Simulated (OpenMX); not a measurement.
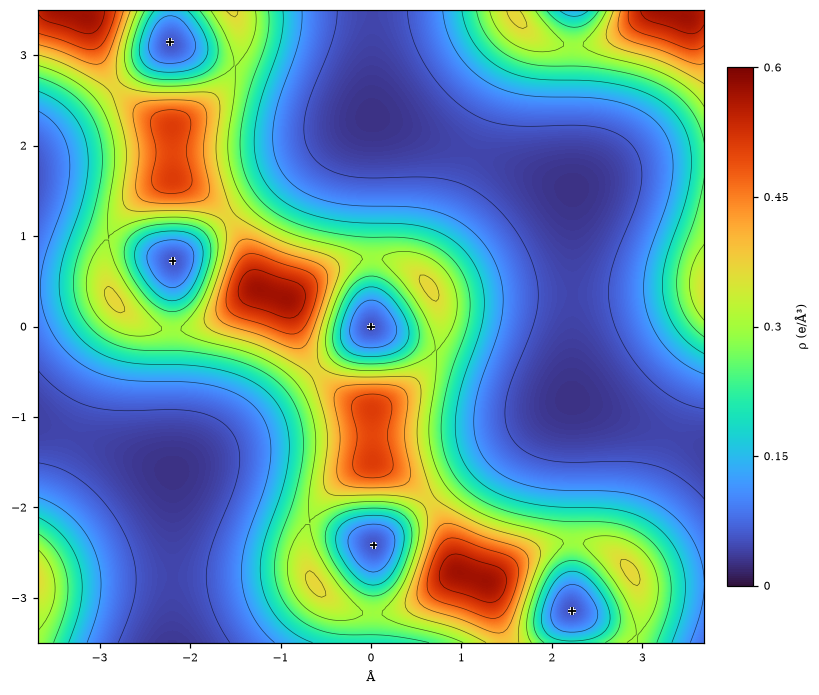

The valence charge density (pseudo) on a plane through atoms (crosses mark nuclei in the plane).

Level of theory: Kohn-Sham DFT of a periodic cell, PBE, OpenMX 2013 PBE set (OpenMX).

Candidates:
A. Sc, a = 3.31 Å, b = 5.27 Å, c = 3.31 Å, α = 90.00°, β = 120.00°, γ = 90.00°. Space group P2₁/m; changed on purpose from its base cell (atoms moved at random by about 0.05 A).
B. Si, a = 6.67 Å, b = 3.85 Å, c = 3.85 Å, α = 90.00°, β = 125.26°, γ = 90.00°. Space group C2/m; a structure from a database of computed crystals, not necessarily the ambient phase; changed on purpose from its base cell (atoms moved at random by about 0.05 A); not relaxed (largest force 0.9 eV/Å).
C. Ge, a = 5.15 Å, b = 5.15 Å, c = 2.79 Å, α = 90.00°, β = 90.00°, γ = 90.00°. Space group I4₁/amd; a structure from a database of computed crystals, not necessarily the ambient phase; computed pressure about 4 GPa in this cell.

Q: Which candidate gave the map?

A: Candidate B: Si on the (010) plane of the conventional cell, which holds Si. Si–Si (2.31 Å): the density is about 0.57 e/Å³ at the midpoint. Si–Si (2.42 Å): ρ at the midpoint is about 0.5 e/Å³.
